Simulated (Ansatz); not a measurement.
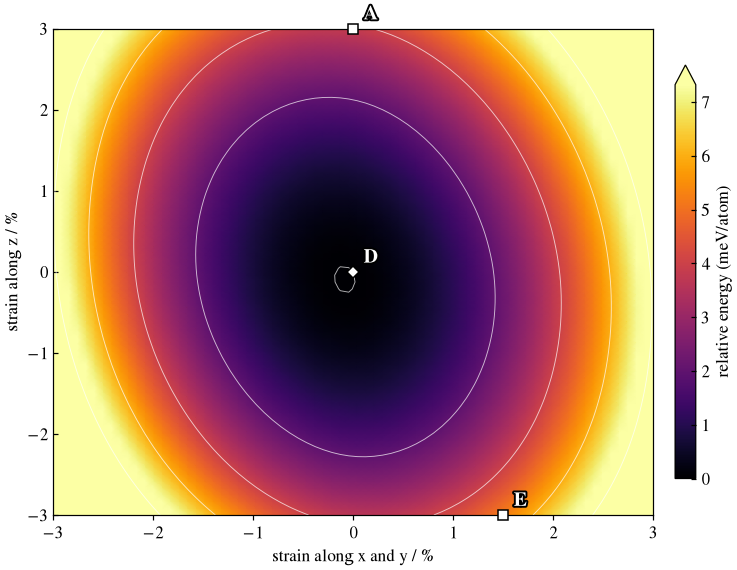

KCl (Pm-3m, No. 221; 2 atoms in the cell). 
- The cell is strained homogeneously, by one strain along x and y and another along z, with fractional coordinates fixed (x, y and z along the cube axes).
- First axis: strain along x and y. Second axis: strain along z.
- The grid has 5 × 5 points.
- Points are written as (first, second).
- Energies: meV/atom, counted from the lowest grid point.
- The reference cell is the one listed in the database, not relaxed at this level.
- These are results of Ansatz 0.2.0, DFT PBE, scalar-relativistic, plane waves, PAW, not measurements. Settings: cutoff 420 eV, k-mesh 6×6×6, gaussian smearing 0.05 eV, no spin polarisation.

The picture shows a smooth colour map with a few white contour lines, one colour for all values above the top of the scale, lettered points. Between grid points the surface is interpolated.

Rank the lettered points by energy, lowest first.

D (0.0 meV/atom), A (3.9 meV/atom), E (5.2 meV/atom).
